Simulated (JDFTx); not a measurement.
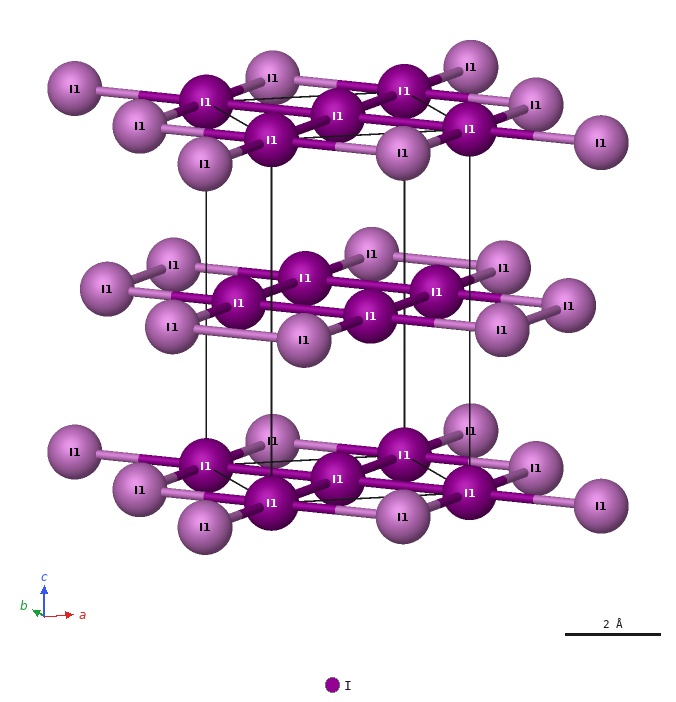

Fig. 1: The input geometry (ball-and-stick view of the cell 4 times as large as that of the calculation, set on its symmetry axes, seen slightly off an axis; neighbours outside the cell are drawn fainter; atoms are numbered from 1 in the order of the input). Near neighbours in the crystal (not all of them lie inside the picture): I has 4 I at 3.23 Å.

Geometry relaxation of I (part 1 of 2)

The run: geometry relaxation of I (Fmmm, 1 atom in the cell). Method and program: Kohn-Sham DFT of a periodic cell, PBEsol, PseudoDojo-SR-PBEsol-0.4.1-standard, no spin polarisation (JDFTx 1.7.0 (patched build)).

The structure derives from a Materials Project entry.

### Input file
```
lattice \
    0.0000000000     4.1427435300     4.1427435300 \
    4.4703369572     0.0000000000     4.4703369572 \
    7.3885270413     7.3885270413     0.0000000000
coords-type Lattice
ion I      0.0000000000     0.0000000000     0.0000000000 1

ion-species pseudo/I.upf
elec-cutoff 35
elec-ex-corr gga-PBEsol
kpoint-folding 9 9 9
elec-smearing Fermi 0.0018374661
elec-n-bands 9
electronic-SCF nIterations 100 energyDiffThreshold 1e-09
electronic-minimize nIterations 30 energyDiffThreshold 1e-7
forces-output-coords Cartesian
lattice-minimize nIterations 40 energyDiffThreshold 1e-6

dump-name run.$VAR
dump End Ecomponents EigStats BandEigs Kpoints Forces Stress
```

Hardware: 1 thread of Arm Neoverse V2, 24 GiB of memory available, shared host.

Launch command:
```bash
jdftx -c 1 -i I.in -o I.out
```

### Log
```
*************** JDFTx 1.7.0 (patched build) ***************

Input parsed successfully to the following command list (including defaults):
[... the input with its defaults ...]

---------- Setting up symmetries ----------

Non-trivial transmission matrix:
[   1   0   0  ]
[  -1   1   0  ]
[   0   0   1  ]
with reduced lattice vectors:
[     -4.142744      4.142744      4.142744  ]
[      4.470337      0.000000      4.470337  ]
[      0.000000      7.388527      0.000000  ]

Found 8 point-group symmetries of the bravais lattice
Found 8 space-group symmetries with basis
Applied RMS atom displacement 0 bohrs to make symmetries exact.

---------- Initializing the Grid ----------
R =
[            0      4.14274      4.14274  ]
[      4.47034            0      4.47034  ]
[      7.38853      7.38853            0  ]
unit cell volume = 273.663
G =
[  -0.758336   0.702764   0.425199  ]
[   0.758336  -0.702764   0.425199  ]
[   0.758336   0.702764  -0.425199  ]
Minimum fftbox size, Smin = [  48  48  36  ]
Chosen fftbox size, S = [  48  48  48  ]

---------- Exchange Correlation functional ----------
Initalized PBEsol GGA exchange.
Initalized PBEsol GGA correlation.

---------- Setting up pseudopotentials ----------
Width of ionic core gaussian charges (only for fluid interactions / plotting) set to 0

Reading pseudopotential file 'pseudo/I.upf':
  'I' pseudopotential, 'PBESOL' functional
  Generated using ONCVPSP code by D. R. Hamann
  7 valence electrons, 2 orbitals, 6 projectors, 1001 radial grid points, with lMax = 2
    5S    l: 0   occupation:  2.0   eigenvalue: -0.641221
    5P    l: 1   occupation:  5.0   eigenvalue: -0.260836
  Core radius for overlap checks: 2.24 bohrs.

Initialized 1 species with 1 total atoms.

Folded 1 k-points by 9x9x9 to 729 k-points.

---------- Setting up k-points, bands, fillings ----------
Reduced to 125 k-points under symmetry.
Computing the number of bands and number of electrons
Calculating initial fillings.
nElectrons:   7.000000   nBands: 9   nStates: 125

----- Setting up reduced wavefunction bases (one per k-point) -----
average nbasis = 2706.503 , ideal nbasis = 2706.526

---------- Setting up ewald sum ----------
Optimum gaussian width for ewald sums = 2.614105 bohr.
Real space sum over 2197 unit cells with max indices [  6  6  6  ]
Reciprocal space sum over 1859 terms with max indices [  6  6  5  ]

---------- Allocating electronic variables ----------
Initializing wave functions:  linear combination of atomic orbitals
Note: number of bands (9) exceeds available atomic orbitals (4)
I pseudo-atom occupations:   s ( 2 )  p ( 5 )
	FillingsUpdate:  mu: +0.141703613  nElectrons: 7.000000
LCAOMinimize: Iter:   0  F: -11.6369854778648012  |grad|_K:  2.151e-04  alpha:  1.000e+00
	FillingsUpdate:  mu: +0.143100961  nElectrons: 7.000000
LCAOMinimize: Iter:   1  F: -11.6371978770857947  |grad|_K:  1.330e-05  alpha:  9.082e-01  linmin: -1.188e-02  cgtest:  1.371e-01
LCAOMinimize: Encountered beta<0, resetting CG.
	FillingsUpdate:  mu: +0.143043140  nElectrons: 7.000000
LCAOMinimize: Iter:   2  F: -11.6371986101533551  |grad|_K:  1.211e-06  alpha:  8.189e-01  linmin: -8.686e-03  cgtest:  2.168e-02
	FillingsUpdate:  mu: +0.143043950  nElectrons: 7.000000
LCAOMinimize: Iter:   3  F: -11.6371986167028627  |grad|_K:  6.110e-08  alpha:  8.800e-01  linmin:  5.215e-04  cgtest: -3.197e-02
LCAOMinimize: Converged (|Delta F|<1.000000e-06 for 2 iters).

--------- Lattice Minimization ---------

-------- Electronic minimization -----------
Will mix electronic density at each iteration.
	FillingsUpdate:  mu: +0.143043950  nElectrons: 7.000000
	FillingsUpdate:  mu: +0.137844889  nElectrons: 7.000000
SCF: Cycle:  0   F: -11.650752990144186   dF: -1.355e-02   |Residual|: 2.166e-02   |deigs|: 1.964e-01
	FillingsUpdate:  mu: +0.138006009  nElectrons: 7.000000
SCF: Cycle:  1   F: -11.650942730887335   dF: -1.897e-04   |Residual|: 1.166e-02   |deigs|: 4.946e-03
	FillingsUpdate:  mu: +0.138666011  nElectrons: 7.000000
SCF: Cycle:  2   F: -11.651018516094531   dF: -7.579e-05   |Residual|: 1.841e-03   |deigs|: 1.789e-03
	FillingsUpdate:  mu: +0.138934876  nElectrons: 7.000000
SCF: Cycle:  3   F: -11.651019442961772   dF: -9.269e-07   |Residual|: 6.637e-04   |deigs|: 3.299e-04
	FillingsUpdate:  mu: +0.139100144  nElectrons: 7.000000
SCF: Cycle:  4   F: -11.651019749272997   dF: -3.063e-07   |Residual|: 1.866e-04   |deigs|: 1.988e-04
	FillingsUpdate:  mu: +0.139133789  nElectrons: 7.000000
SCF: Cycle:  5   F: -11.651019777874110   dF: -2.860e-08   |Residual|: 4.453e-05   |deigs|: 1.299e-04
	FillingsUpdate:  mu: +0.139143149  nElectrons: 7.000000
SCF: Cycle:  6   F: -11.651019781719878   dF: -3.846e-09   |Residual|: 1.644e-05   |deigs|: 9.191e-05
	FillingsUpdate:  mu: +0.139145335  nElectrons: 7.000000
SCF: Cycle:  7   F: -11.651019782706607   dF: -9.867e-10   |Residual|: 3.240e-06   |deigs|: 7.758e-05
	FillingsUpdate:  mu: +0.139146305  nElectrons: 7.000000
SCF: Cycle:  8   F: -11.651019782878642   dF: -1.720e-10   |Residual|: 1.948e-06   |deigs|: 6.505e-05
SCF: Converged (|Delta E|<1.000000e-09 for 2 iters).

Setting wave functions to eigenvectors of Hamiltonian
# Lattice vectors:
R =
[            0      4.14274      4.14274  ]
[      4.47034            0      4.47034  ]
[      7.38853      7.38853            0  ]
unit cell volume = 273.663

# Strain tensor in Cartesian coordinates:
[            0            0            0  ]
[            0            0            0  ]
[            0            0            0  ]

# Stress tensor in Cartesian coordinates [Eh/a0^3]:
[  5.65057e-05            0            0  ]
[            0  6.79959e-05            0  ]
[            0            0   1.2962e-05  ]

# Ionic positions in lattice coordinates:
ion I   0.000000000000000   0.000000000000000   0.000000000000000 1

# Forces in Cartesian coordinates:
force I  -0.000000000000000   0.000000000000000  -0.000000000000000 1

# Energy components:
   Eewald =      -10.6015314351748824
       EH =        1.1749207214873301
     Eloc =       -4.6754483020974940
      Enl =        1.9565086940629985
      Exc =       -3.9235345735026965
 Exc_core =        1.2964286498569784
       KE =        3.1218271573646290
-------------------------------------
     Etot =      -11.6508290880031371
       TS =        0.0001906948755045
-------------------------------------
        F =      -11.6510197828786417

LatticeMinimize: Iter:   0  F: -11.651019782878642  |grad|_K:  3.766e-03

#--- Lowdin population analysis ---
# oxidation-state I +0.034

-------- Electronic minimization -----------
Will mix electronic density at each iteration.
	FillingsUpdate:  mu: +0.139146305  nElectrons: 7.000000
	FillingsUpdate:  mu: +0.139582941  nElectrons: 7.000000
SCF: Cycle:  0   F: -11.651033781131796   dF: -3.329e-08   |Residual|: 2.344e-05   |deigs|: 5.423e-05
	FillingsUpdate:  mu: +0.139581539  nElectrons: 7.000000
SCF: Cycle:  1   F: -11.651033805567156   dF: -2.444e-08   |Residual|: 1.802e-05   |deigs|: 7.034e-05
	FillingsUpdate:  mu: +0.139579434  nElectrons: 7.000000
SCF: Cycle:  2   F: -11.651033805925040   dF: -3.579e-10   |Residual|: 3.475e-06   |deigs|: 4.286e-05
	FillingsUpdate:  mu: +0.139580046  nElectrons: 7.000000
SCF: Cycle:  3   F: -11.651033805964456   dF: -3.942e-11   |Residual|: 2.209e-06   |deigs|: 3.424e-05
SCF: Converged (|Delta E|<1.000000e-09 for 2 iters).

Setting wave functions to eigenvectors of Hamiltonian
LatticeMinimize: 	Wolfe criterion not satisfied: alpha: 1  (E-E0)/|gdotd0|: -0.988514  gdotd/gdotd0: 0.976784 (taking cubic step)

-------- Electronic minimization -----------
Will mix electronic density at each iteration.
	FillingsUpdate:  mu: +0.139580046  nElectrons: 7.000000
	FillingsUpdate:  mu: +0.140455876  nElectrons: 7.000000
SCF: Cycle:  0   F: -11.651060813156674   dF: -1.905e-07   |Residual|: 5.342e-05   |deigs|: 2.833e-05
	FillingsUpdate:  mu: +0.140452407  nElectrons: 7.000000
SCF: Cycle:  1   F: -11.651060852192005   dF: -3.904e-08   |Residual|: 3.185e-05   |deigs|: 2.423e-05
	FillingsUpdate:  mu: +0.140449263  nElectrons: 7.000000
SCF: Cycle:  2   F: -11.651060854181484   dF: -1.989e-09   |Residual|: 5.613e-06   |deigs|: 1.881e-05
	FillingsUpdate:  mu: +0.140450032  nElectrons: 7.000000
SCF: Cycle:  3   F: -11.651060854418152   dF: -2.367e-10   |Residual|: 3.733e-06   |deigs|: 1.586e-05
	FillingsUpdate:  mu: +0.140450382  nElectrons: 7.000000
SCF: Cycle:  4   F: -11.651060854472819   dF: -5.467e-11   |Residual|: 5.436e-07   |deigs|: 1.583e-05
SCF: Converged (|Delta E|<1.000000e-09 for 2 iters).

Setting wave functions to eigenvectors of Hamiltonian
LatticeMinimize: 	Wolfe criterion not satisfied: alpha: 3  (E-E0)/|gdotd0|: -2.89521  gdotd/gdotd0: 0.929353 (taking cubic step)

-------- Electronic minimization -----------
Will mix electronic density at each iteration.
	FillingsUpdate:  mu: +0.140450382  nElectrons: 7.000000
	FillingsUpdate:  mu: +0.142208050  nElectrons: 7.000000
SCF: Cycle:  0   F: -11.651110877705824   dF: -8.926e-07   |Residual|: 1.188e-04   |deigs|: 1.769e-05
	FillingsUpdate:  mu: +0.142201160  nElectrons: 7.000000
SCF: Cycle:  1   F: -11.651110911474984   dF: -3.377e-08   |Residual|: 5.863e-05   |deigs|: 1.593e-05
	FillingsUpdate:  mu: +0.142195489  nElectrons: 7.000000
SCF: Cycle:  2   F: -11.651110917351010   dF: -5.876e-09   |Residual|: 1.095e-05   |deigs|: 1.478e-05
	FillingsUpdate:  mu: +0.142196460  nElectrons: 7.000000
SCF: Cycle:  3   F: -11.651110918072808   dF: -7.218e-10   |Residual|: 4.062e-06   |deigs|: 1.041e-05
	FillingsUpdate:  mu: +0.142197236  nElectrons: 7.000000
SCF: Cycle:  4   F: -11.651110918234568   dF: -1.618e-10   |Residual|: 1.184e-06   |deigs|: 9.162e-06
SCF: Converged (|Delta E|<1.000000e-09 for 2 iters).

Setting wave functions to eigenvectors of Hamiltonian
# Lattice vectors:
R =
[            0      4.13211      4.13211  ]
[      4.45653            0      4.45653  ]
[      7.38418      7.38418            0  ]
unit cell volume = 271.958

# Strain tensor in Cartesian coordinates:
[  -0.00256612            0            0  ]
[            0  -0.00308747            0  ]
[            0            0 -0.000588984  ]

# Stress tensor in Cartesian coordinates [Eh/a0^3]:
[   4.7356e-05            0            0  ]
[            0  5.66766e-05            0  ]
[            0            0  1.29979e-05  ]

# Ionic positions in lattice coordinates:
ion I   0.000000000000000   0.000000000000000   0.000000000000000 1

# Forces in Cartesian coordinates:
force I  -0.000000000000000   0.000000000000000  -0.000000000000000 1

# Energy components:
   Eewald =      -10.6197730261141619
       EH =        1.1705050385637725
     Eloc =       -4.6545859169164769
      Enl =        1.9571744502587034
      Exc =       -3.9251299056212416
 Exc_core =        1.2964289596840732
       KE =        3.1244561275695348
-------------------------------------
     Etot =      -11.6509242725757964
       TS =        0.0001866456587717
-------------------------------------
        F =      -11.6511109182345685

LatticeMinimize: Iter:   1  F: -11.651110918234568  |grad|_K:  3.141e-03  alpha:  7.000e+00  linmin: -9.996e-01

#--- Lowdin population analysis ---
# oxidation-state I +0.034

-------- Electronic minimization -----------
Will mix electronic density at each iteration.
	FillingsUpdate:  mu: +0.142197236  nElectrons: 7.000000
	FillingsUpdate:  mu: +0.157526491  nElectrons: 7.000000
SCF: Cycle:  0   F: -11.651307375192440   dF: -6.712e-05   |Residual|: 1.022e-03   |deigs|: 1.070e-04
	FillingsUpdate:  mu: +0.157465794  nElectrons: 7.000000
SCF: Cycle:  1   F: -11.651308160096171   dF: -7.849e-07   |Residual|: 5.182e-04   |deigs|: 7.853e-05
	FillingsUpdate:  mu: +0.157418106  nElectrons: 7.000000
SCF: Cycle:  2   F: -11.651308374333450   dF: -2.142e-07   |Residual|: 8.040e-05   |deigs|: 6.762e-05
	FillingsUpdate:  mu: +0.157431129  nElectrons: 7.000000
SCF: Cycle:  3   F: -11.651308388651421   dF: -1.432e-08   |Residual|: 2.367e-05   |deigs|: 1.231e-05
	FillingsUpdate:  mu: +0.157434428  nElectrons: 7.000000
SCF: Cycle:  4   F: -11.651308391387602   dF: -2.736e-09   |Residual|: 9.591e-06   |deigs|: 8.578e-06
	FillingsUpdate:  mu: +0.157436338  nElectrons: 7.000000
SCF: Cycle:  5   F: -11.651308392060880   dF: -6.733e-10   |Residual|: 5.321e-06   |deigs|: 6.914e-06
	FillingsUpdate:  mu: +0.157436399  nElectrons: 7.000000
SCF: Cycle:  6   F: -11.651308392183177   dF: -1.223e-10   |Residual|: 9.863e-07   |deigs|: 4.910e-06
SCF: Converged (|Delta E|<1.000000e-09 for 2 iters).

Setting wave functions to eigenvectors of Hamiltonian
# Lattice vectors:
R =
[            0      4.08124      4.08124  ]
[      4.39092            0      4.39092  ]
[      7.35863      7.35863            0  ]
unit cell volume = 263.739

# Strain tensor in Cartesian coordinates:
[   -0.0148463            0            0  ]
[            0   -0.0177653            0  ]
[            0            0  -0.00404662  ]

# Stress tensor in Cartesian coordinates [Eh/a0^3]:
[ -2.54127e-06            0            0  ]
[            0 -4.70722e-06            0  ]
[            0            0  1.32044e-05  ]

# Ionic positions in lattice coordinates:
ion I   0.000000000000000   0.000000000000000   0.000000000000000 1

# Forces in Cartesian coordinates:
force I  -0.000000000000000   0.000000000000000  -0.000000000000000 1

# Energy components:
   Eewald =      -10.7108256241082600
       EH =        1.1483723320631263
     Eloc =       -4.5505987302349347
      Enl =        1.9606563594838682
      Exc =       -3.9331481027279249
 Exc_core =        1.2964306023472323
       KE =        3.1379729615305632
-------------------------------------
     Etot =      -11.6511402016463297
       TS =        0.0001681905368480
-------------------------------------
        F =      -11.6513083921831768

LatticeMinimize: Iter:   2  F: -11.651308392183177  |grad|_K:  5.787e-04  alpha:  1.000e+00  linmin:  1.976e-01

#--- Lowdin population analysis ---
# oxidation-state I +0.038

-------- Electronic minimization -----------
Will mix electronic density at each iteration.
	FillingsUpdate:  mu: +0.157436399  nElectrons: 7.000000
	FillingsUpdate:  mu: +0.157763514  nElectrons: 7.000000
SCF: Cycle:  0   F: -11.651319694527672   dF: -1.767e-06   |Residual|: 1.663e-04   |deigs|: 6.760e-06
	FillingsUpdate:  mu: +0.157741921  nElectrons: 7.000000
SCF: Cycle:  1   F: -11.651319757426098   dF: -6.290e-08   |Residual|: 9.728e-05   |deigs|: 1.528e-05
	FillingsUpdate:  mu: +0.157711188  nElectrons: 7.000000
SCF: Cycle:  2   F: -11.651319771318644   dF: -1.389e-08   |Residual|: 2.332e-05   |deigs|: 2.141e-05
	FillingsUpdate:  mu: +0.157707552  nElectrons: 7.000000
SCF: Cycle:  3   F: -11.651319772628648   dF: -1.310e-09   |Residual|: 1.603e-05   |deigs|: 4.797e-06
	FillingsUpdate:  mu: +0.157702459  nElectrons: 7.000000
SCF: Cycle:  4   F: -11.651319773032128   dF: -4.035e-10   |Residual|: 3.349e-06   |deigs|: 6.341e-06
	FillingsUpdate:  mu: +0.157702589  nElectrons: 7.000000
SCF: Cycle:  5   F: -11.651319773075121   dF: -4.299e-11   |Residual|: 1.478e-06   |deigs|: 3.143e-06
SCF: Converged (|Delta E|<1.000000e-09 for 2 iters).

Setting wave functions to eigenvectors of Hamiltonian
# Lattice vectors:
R =
[            0      4.08354      4.08354  ]
[      4.39561            0      4.39561  ]
[      7.33569      7.33569            0  ]
unit cell volume = 263.346

# Strain tensor in Cartesian coordinates:
[   -0.0142901            0            0  ]
[            0   -0.0167166            0  ]
[            0            0   -0.0071517  ]

# Stress tensor in Cartesian coordinates [Eh/a0^3]:
[  6.64709e-07            0            0  ]
[            0 -3.16091e-07            0  ]
[            0            0  1.24001e-05  ]

# Ionic positions in lattice coordinates:
ion I   0.000000000000000   0.000000000000000   0.000000000000000 1

# Forces in Cartesian coordinates:
force I  -0.000000000000000   0.000000000000000   0.000000000000000 1

# Energy components:
   Eewald =      -10.7232413916410465
       EH =        1.1399706615030873
     Eloc =       -4.5291960675631646
      Enl =        1.9604223804569634
      Exc =       -3.9327985465087538
 Exc_core =        1.2964305006395374
       KE =        3.1372611907775854
-------------------------------------
     Etot =      -11.6511512723357917
       TS =        0.0001685007393290
-------------------------------------
        F =      -11.6513197730751212

LatticeMinimize: Iter:   3  F: -11.651319773075121  |grad|_K:  5.039e-04  alpha:  1.000e+00  linmin: -9.299e-01

#--- Lowdin population analysis ---
# oxidation-state I +0.038
```
